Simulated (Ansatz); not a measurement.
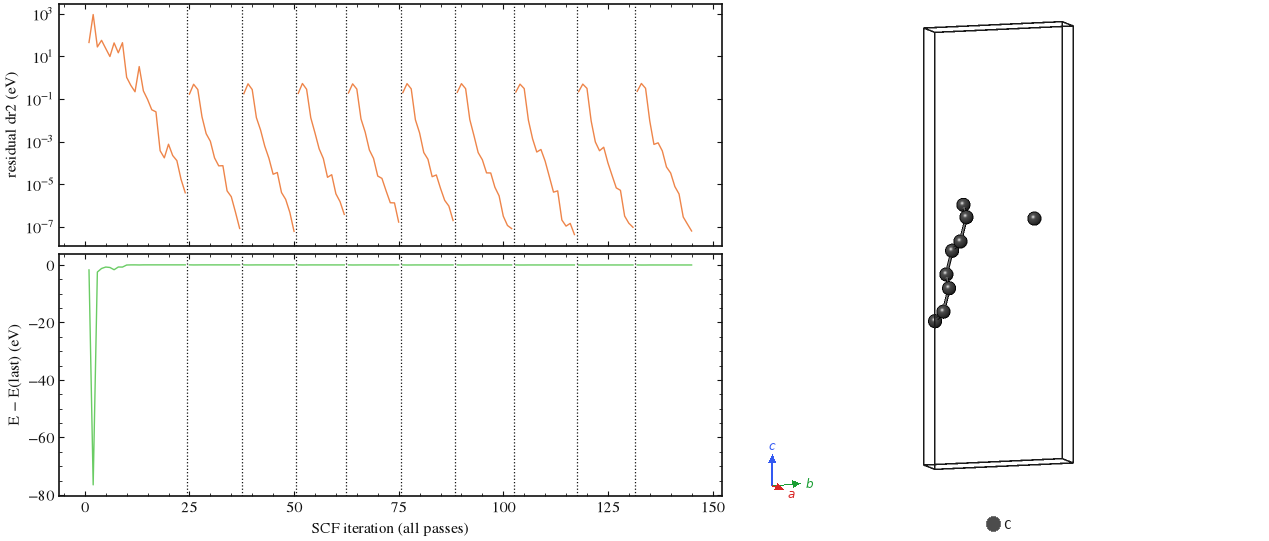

Beside the plot: the structure.

The plot shows the SCF iterations of a calculation: density residual dr2, Harris–Foulkes energy less its last value. Each stretch between dotted lines is the SCF of one geometry step of a relaxation. The starting density is a sum of atomic densities corrected by a trained network.

C (slab, 9 atoms in the cell), run with Ansatz.

```
crystal:
  lattice:
    - [2.4588140226, 0.0, 0.0]
    - [-1.2294070113, 8.7848638378, 0.0]
    - [0.0, 0.0, 25.8863084286]
  atoms:
    - { symbol: C, position: [0.039169795, 0.0783395899, 0.3283589092] }
    - { symbol: C, position: [0.5489622436, 0.0979244873, 0.3549610354] }
    - { symbol: C, position: [0.5685471411, 0.1370942823, 0.4081652878] }
    - { symbol: C, position: [0.0783395899, 0.1566791797, 0.4347674139] }
    - { symbol: C, position: [0.0983391528, 0.1966795219, 0.4884477367] }
    - { symbol: C, position: [0.6080958882, 0.2161929013, 0.5144630978] }
    - { symbol: C, position: [0.6288531168, 0.2577114228, 0.5695621573] }
    - { symbol: C, position: [0.1376152981, 0.275236241, 0.5927073799] }
    - { symbol: C, position: [0.3042819647, 0.775236241, 0.5556221384] }
basis:
  ecutwfc: 420
kpoints:
  mp_grid: { grid: [1, 1, 1] }
hamiltonian:
  xc: pbesol
scf:
  occupations: { method: gaussian, width: 0.1 }
  max_iter: 75
output:
  forces: true
  eigenvalues: true
relax:
  adjacent_minimum: "off"
  f_tol: 0.02
  max_steps: 25
  constraints: [{ sites: [0, 1, 2, 3, 4, 5, 6, 7] }, { site: 8, fix: xy }]
efield:
  axis: 3
  dipole_correction: true
  ramp_width: 0.04
```

Launched with:
```bash
ansatz run input.yaml --threads 2 --pin off --max-ram 5120MiB --backend cpu --events-out ev --progress --plain --runs-dir out
```

### Did the calculation converge?

It converged, after 145 iterations in all. There are 10 passes, of 24, 13, 13, 12, 13, 13, 14, 15, 14 and 14 iterations. In pass 1 (steps counted along the axis), the residual falls unevenly and jumps up by a factor of two or more 6 times on the way down, most sharply at step 2 (by a factor of about 20). The relaxation met its thresholds.

### Is anything amiss with this input?

The input holds a fault (one k-point for a small cell). The SCF closed all the same, which doesn't make the results meaningful for the real system.
